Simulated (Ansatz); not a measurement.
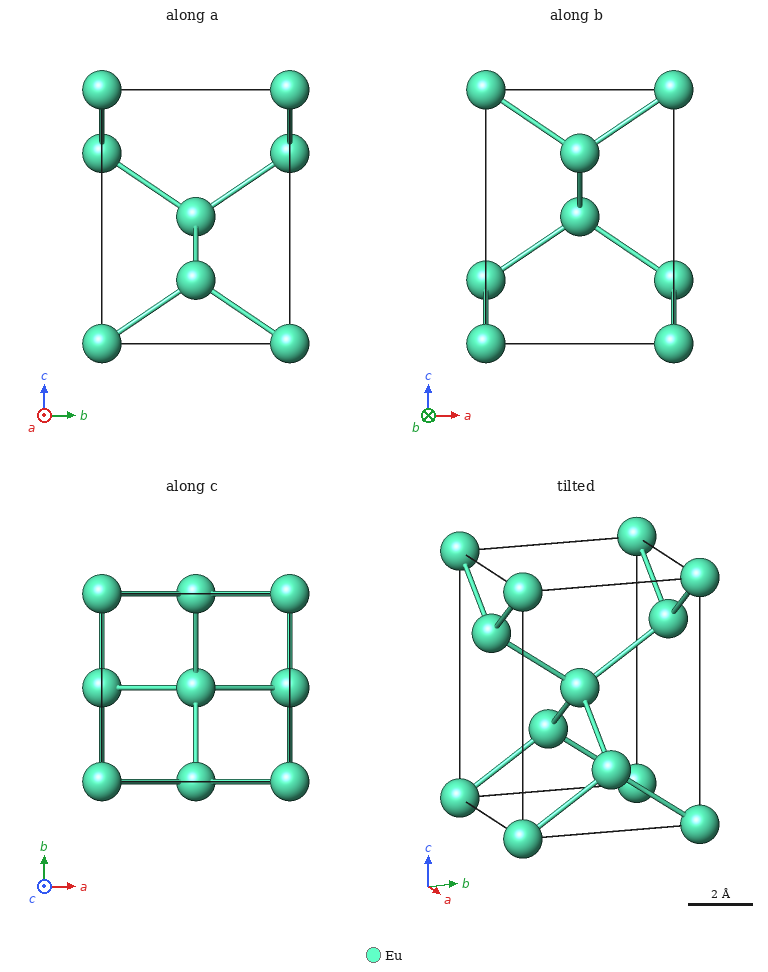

Ball-and-stick model, viewed along the a axis, along the b axis, along the c axis and slightly off an axis. The conventional unit cell is drawn as a box.

Lattice parameters: a = 5.955 Å, b = 5.955 Å, c = 8.045 Å, α = 90.00°, β = 90.00°, γ = 90.00°. Put a along x and b in the xy plane.

Question: Record the structure as a POSCAR file.

Answer:
```
Eu
1.0
     5.955    0.000    0.000
     0.000    5.955    0.000
     0.000    0.000    8.045
Eu
4
Direct
  0.0000 0.0000 0.0000
  0.0000 0.5000 0.2500
  0.5000 0.5000 0.5000
  0.5000 0.0000 0.7500
```

The starting point was a structure type filled with this element by a generator (whether the element takes this form wasn't checked). The cell was then strained or its atoms displaced on purpose. A calculation with Ansatz used it as input.
